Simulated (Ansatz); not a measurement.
```
CELL_PARAMETERS angstrom
2.82405 2.82405 0.00000
-2.82405 2.82405 0.00000
0.00000 0.00000 3.99279
ATOMIC_POSITIONS crystal
Co 0.00000 0.00000 0.00000
Co 0.00000 0.50000 0.50000
Co 0.50000 0.50000 0.00000
Co 0.50000 0.00000 0.50000
O 0.00000 0.50000 0.00000
O 0.00000 0.00000 0.50000
O 0.50000 0.00000 0.00000
O 0.50000 0.50000 0.50000
```

Space group Fm-3m; changed on purpose from its base cell (volume × 0.88, shape and atoms relaxed); computed pressure about 26 GPa in this cell; spin-polarised.

The calculation used DFT PBEsol, scalar-relativistic, plane waves, PAW (Ansatz 0.2.0).

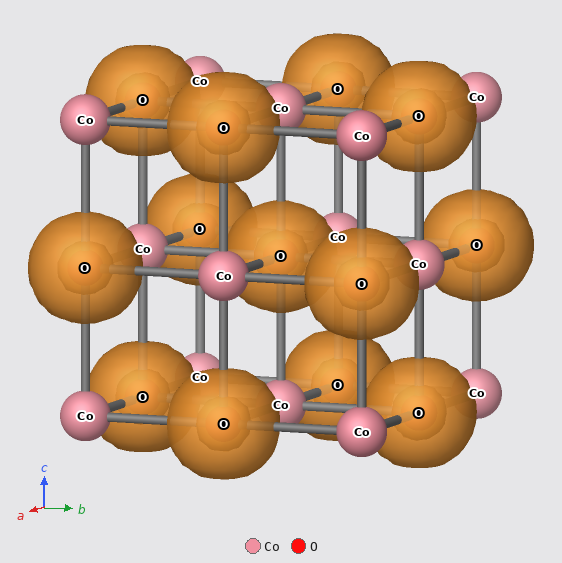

CoO. Isosurface of the electron localisation function at 0.7 (orange), seen slightly off an axis. Only the valence region is drawn (cores and ρ < 0.01 e/Å³ removed). Sticks mark near contacts.

In a PAW calculation such maps are meaningful between the atoms, not at the nuclei.

**Where are the electrons localised?**

The ELF exceeds this value in four regions wrapped around O (the valence shell of each), counted in one cell of 8 atoms. Any copies at cell faces, edges or corners count once. Along the contacts the grid gives the following. Co–O (2.00 Å): the ELF peaks at about 0.80 in the valence shell of O, 0.6 Å from its nucleus, and is about 0.15 at the midpoint: no localised pair shows between them.
